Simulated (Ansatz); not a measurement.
NaH

The calculation's input:

```
crystal:
  lattice:
    - [0.0, 2.44, 2.44]
    - [2.44, 0.0, 2.44]
    - [2.44, 2.44, 0.0]
  atoms:
    - { symbol: Na, position: [0.0, 0.0, 0.0] }
    - { symbol: H, position: [0.5, 0.5, 0.5] }
basis:
  ecutwfc: 420
kpoints:
  mp_grid: { grid: [8, 8, 8] }
hamiltonian:
  xc: pbesol
scf:
  occupations: { method: gaussian, width: 0.02 }
output:
  forces: true
  stress: true
  eigenvalues: true
  write_density: true
  write_potential: true
  elf: true
  volumetric_format: npy
relax:
  adjacent_minimum: "off"
  f_tol: 0.005
  max_steps: 80
  cell: { stress_tol: 0.05 }
```

Command:

```sh
ansatz run input.yaml --threads 1 --pin off --max-ram 1228MiB --backend cpu --events-out ev --progress --plain --runs-dir out
```

Below, planes, directions and counts refer to the conventional cell (a = 4.79 Å, b = 4.79 Å, c = 4.79 Å, α = 90.00°, β = 90.00°, γ = 90.00°).

The fields are those of the relaxed geometry.

Space group Fm-3m.

The calculation used Ansatz, DFT PBEsol, scalar-relativistic, plane waves, PAW.

### What can the converged valence pseudo-density and electron localisation function tell about the bonding?

Na–H (2.40 Å): ρ is about 0.08 e/Å³ halfway; the ELF climbs to about 1 towards the hydrogen; an ionic contact to a hydride ion.

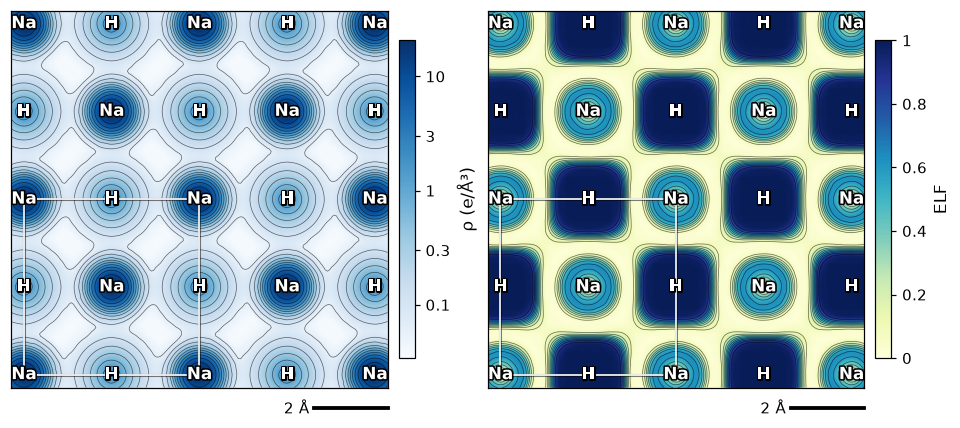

Computed valence pseudo-density and electron localisation function on the (010) plane of the conventional cell, in this order. 

In a PAW calculation such maps are meaningful between the atoms, not at the nuclei.
